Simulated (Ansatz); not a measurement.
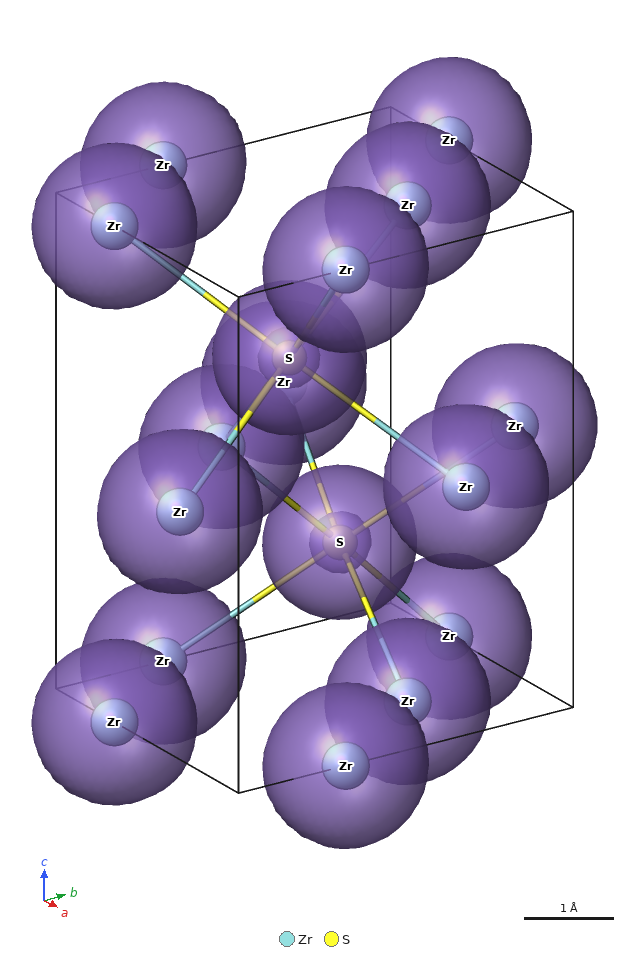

The picture shows: Zr₃S. Isosurface of the valence charge density (pseudo) at 0.8 e/Å³ (purple), seen slightly off an axis. Sticks mark near contacts.

Space group P6₃22.

Theory: Ansatz, DFT r2SCAN, scalar-relativistic, plane waves, PAW.

```
Zr S
1.0
     5.92675    0.00000    0.00000
    -2.96337    5.13271    0.00000
     0.00000    0.00000    5.73532
Zr S
6 2
Direct
  0.00000 0.67985 0.50000
  0.00000 0.32015 0.00000
  0.67985 0.67985 0.00000
  0.67985 0.00000 0.50000
  0.32015 0.32015 0.50000
  0.32015 0.00000 0.00000
  0.66667 0.33333 0.75000
  0.33333 0.66667 0.25000
```

### How is the density connected at this value?

At this value the density breaks into separate islands; it holds about 60 % of the electrons treated as valence (semicore included). It bridges none of the near contacts. It is pinched off along the sampled Zr–S (2.47 Å) contacts. On the grid the lowest density along these lines, outside the cores, is 0.44 e/Å³ (Zr–S, 2.47 Å).
